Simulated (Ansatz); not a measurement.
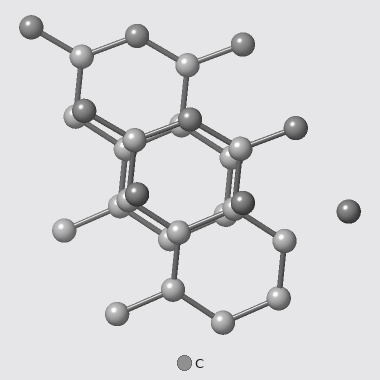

The system is Cl on a C(101) slab cut from the R-3m phase, its upper half relaxed before the scan (24 atoms of substrate and one adsorbate in a 2 × 2 cell); the picture shows it without the atoms that are moved over the map. Cl is moved over the surface cell at a fixed height above a rigid substrate; the origin of the map has the adsorbate above C21; the height is held at 2.80 Å. Places are given modulo a cell vector. The map is drawn in real space over the plane of the surface. The grid has 6 × 6 points; 21 points were computed and 15 follow by symmetry. Places are given in fractions of the 1 × 1 surface cell. Energies are in eV, from the lowest grid point. Energies and slopes of some neighbouring points disagree (a jump in structure or state, or too coarse a mesh). The magnetic moment jumps between some neighbouring points. At a fixed height the lowest place need not be the adsorption site. These are results of DFT PBE+D3(BJ), scalar-relativistic, plane waves, PAW (Ansatz), not measurements. Settings: cutoff 420 eV, k-mesh 6×4×1, gaussian smearing 0.05 eV, spin-polarised.

Range: position of Cl25 along the first surface vector from 0.000 to 0.833; position of Cl25 along the second surface vector from 0.000 to 0.833.

**Predict the map.**

The lowest grid point is at the top site over a surface C atom, (0/6, 0/6) of the cell vectors. The highest grid point, the trough between two rows of top atoms, (0/6, 3/6) of the cell vectors, lies 0.515 eV above the lowest. At the lowest point the adsorbate has 1 C at 2.80 Å as nearest neighbours, at the highest 2 C at 3.34 Å.

```csv
"second ↓, first →",0/6,1/6,2/6,3/6,4/6,5/6
5/6,0.124,0.208,0.303,0.303,0.208,0.124
4/6,0.350,0.404,0.438,0.404,0.350,0.285
3/6,0.515,0.429,0.429,0.515,0.429,0.429
2/6,0.311,0.273,0.311,0.361,0.386,0.361
1/6,0.080,0.080,0.165,0.254,0.254,0.165
0/6,0.000,0.058,0.160,0.227,0.160,0.058
```

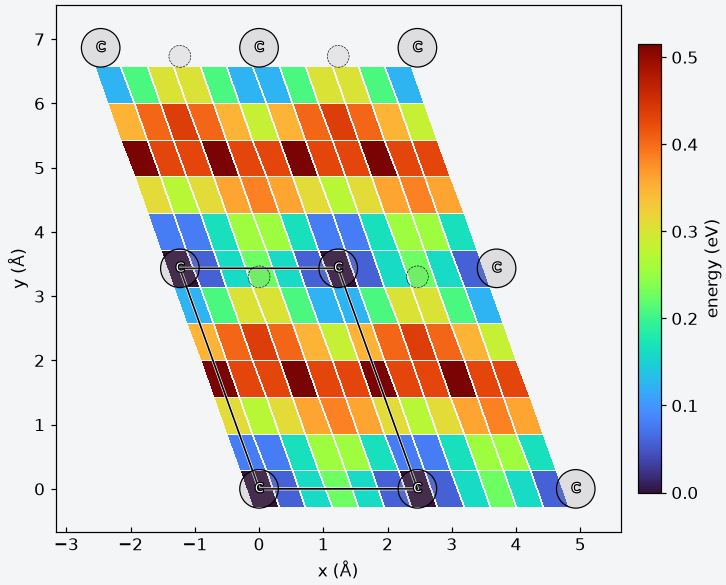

Drawn: one coloured cell a grid point, labelled circles for the atoms of the top layer and small ones for the second layer, the outline of one cell of the 2 × 2 shown.

The whole map (21 points run) took 40 min on 4 threads of Arm Neoverse V1, on a shared host.

PAW datasets: the set soft_1.
